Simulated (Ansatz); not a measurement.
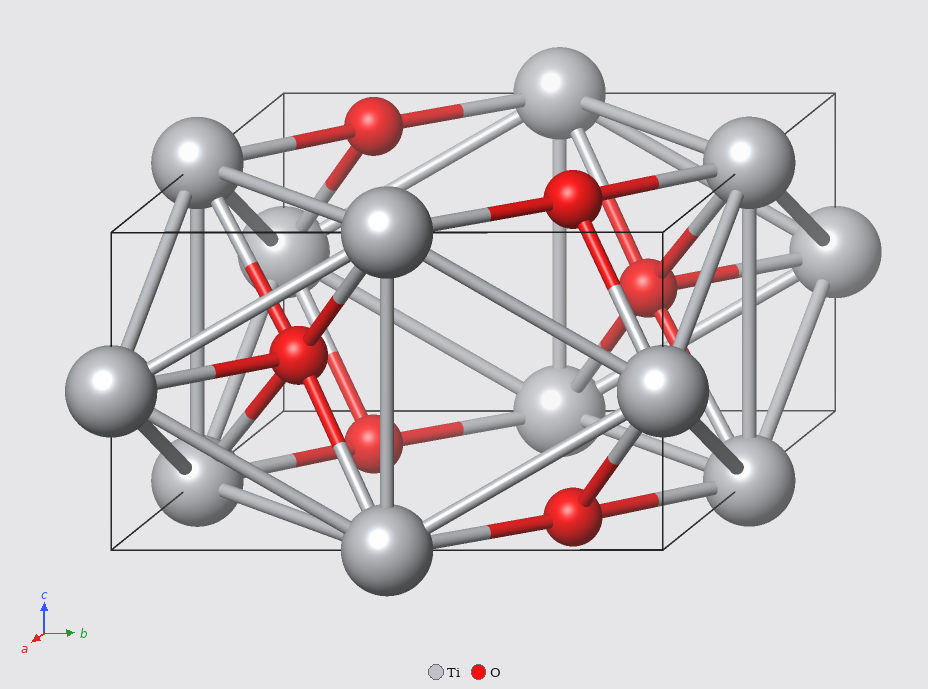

View slightly off an axis, drawn as a ball-and-stick model. The wireframe shows the simulation cell.

Full input:
```yaml
crystal:
  lattice:
    - [2.912816229, -4.0303540212, 0.0]
    - [2.912816229, 4.0303540212, 0.0]
    - [0.0, 0.0, 2.9690273776]
  atoms:
    - { symbol: Ti, position: [0.0, 0.0, 0.5] }
    - { symbol: Ti, position: [0.5, 0.0, 0.0] }
    - { symbol: Ti, position: [0.0, 0.5, 0.0] }
    - { symbol: O, position: [0.7627833111, 0.7627833111, 0.0] }
    - { symbol: O, position: [0.2588765549, 0.7411234451, 0.5] }
    - { symbol: O, position: [0.2372166889, 0.2372166889, 0.0] }
    - { symbol: O, position: [0.7411234451, 0.2588765549, 0.5] }
basis:
  ecutwfc: 420
kpoints:
  mp_grid: { grid: [8, 8, 12] }
  band_path:
    path:
      - [[0.0, 0.0, 0.0], [-0.5, 0.5, 0.0], [-0.38058094, 0.61941906, 0.0]]
      - [[0.38058094, 0.38058094, 0.0], [0.0, 0.0, 0.0], [0.0, 0.0, 0.5], [0.38058094, 0.38058094, 0.5]]
      - [[-0.38058094, 0.61941906, 0.5], [-0.5, 0.5, 0.5], [-0.5, 0.5, 0.0]]
      - [[0.0, 0.0, 0.0], [0.0, 0.5, 0.0], [0.0, 0.5, 0.5], [0.0, 0.0, 0.5], [-0.5, 0.5, 0.5]]
    npoints: 14
hamiltonian:
  xc: pbesol
scf:
  occupations: { method: gaussian, width: 0.1 }
  n_extra_bands: 17
output:
  forces: true
  stress: true
  eigenvalues: true
  populations: true
  dos: { projected: true, de: 0.02, nscf_kmesh: { grid: [12, 12, 18] } }
  bader: true
  write_density: true
  write_potential: true
  elf: true
  volumetric_format: npy
```
Run as:
```sh
ansatz run input.yaml --threads 2 --pin off --max-ram 5120MiB --backend cpu --events-out ev --progress --plain --runs-dir out
```

The calculation used DFT PBEsol, scalar-relativistic, plane waves, PAW in Ansatz 0.2.0, with plane waves up to 420 eV, an 8×8×12 mesh of k-points, Gaussian smearing of 0.1 eV, no spin polarisation.

Question: What are the atomic charges by Bader's partition?

Answer: Ti +1.72 to +1.77 e; O -1.36 to -1.28 e.

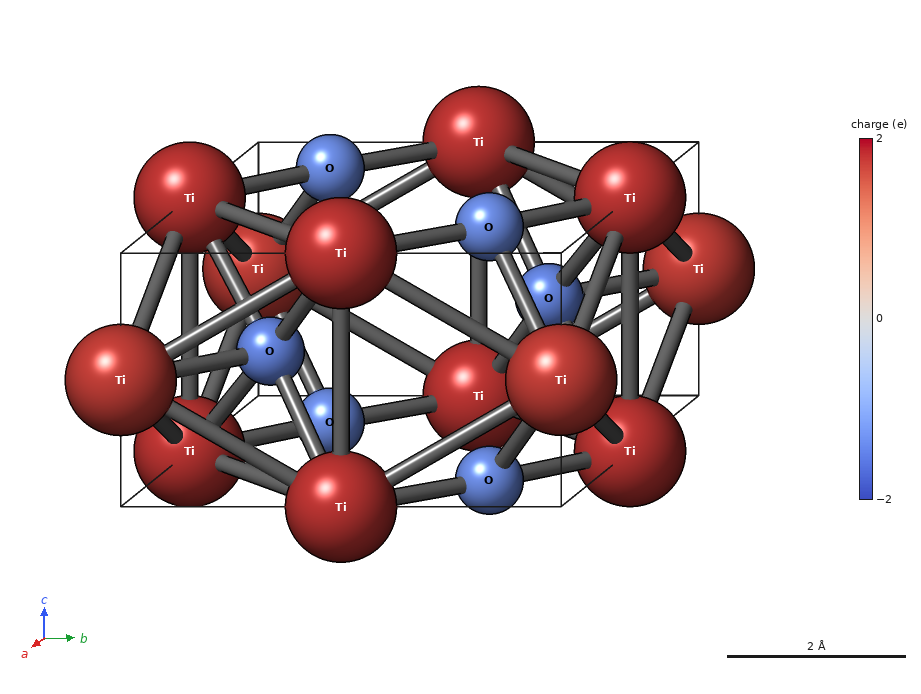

The atoms coloured by those charges.

Starting structure: a structure listed in the Materials Project. Earlier steps of the study, as a rule a relaxation of our own, may have changed the cell and positions, so they can lie some per cent off the listed ones. Ansatz was used for an electronic-structure calculation on it.
